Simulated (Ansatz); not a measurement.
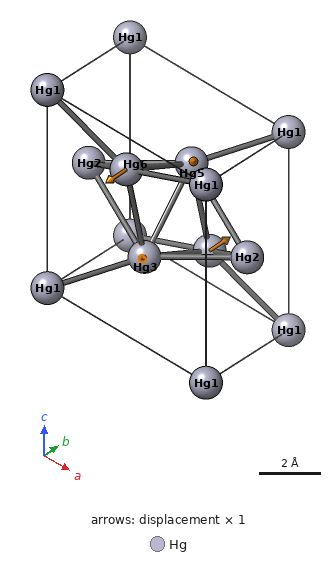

This is a relaxation of solid Hg (set up in P2_1/c). The starting structure is drawn; orange arrows show the displacements (the part carried along by the change of the cell is left out), at their true length.

The picture is a ball-and-stick view of the cell of the calculation, seen slightly off an axis.

These are results of DFT PBEsol, scalar-relativistic, plane waves, PAW (Ansatz), not measurements. Set-up: plane-wave cutoff 420 eV; k-point mesh 6 × 4 × 6; occupations gaussian; smearing width 0.02 eV; no spin polarisation; cell and atoms relaxed; force threshold 0.005 eV/Å; at most 80 steps.

Question: Describe the change and its energy.

Answer: After 20 accepted moves (25 points after the start) the energy has fallen by 284 meV per atom. Largest force component: 0.08 eV/Å at the start, 0.0013 eV/Å at the end. The pressure goes from −1.77 to 0.01 GPa. The line search rejected the trial steps at points 10, 15, 21 of the run. The SCF was repeated twice at an unchanged geometry on a basis and grid sized afresh for the cell, which shifted the energy by 1.6 meV per atom at most. The largest moves relative to the cell, 0.95 Å, are those of Hg atoms. The drawn cell changes as follows: a 6.316 → 5.226 Å (−17.3 %), b 6.865 → 5.492 Å (−20.0 %), c 6.858 → 5.366 Å (−21.8 %), β 114.4° → 112.8°; the volume changes by −47.6 %. Near-neighbour distances that change, for instance: Hg–Hg 5.441 → 3.242 Å, Hg–Hg 5.078 → 3.189 Å, Hg–Hg 4.544 → 2.940 Å, Hg–Hg 4.901 → 3.318 Å. The space group (tolerance 0.01 Å) goes from P2_1/c (No. 14) to C2/m (No. 12).
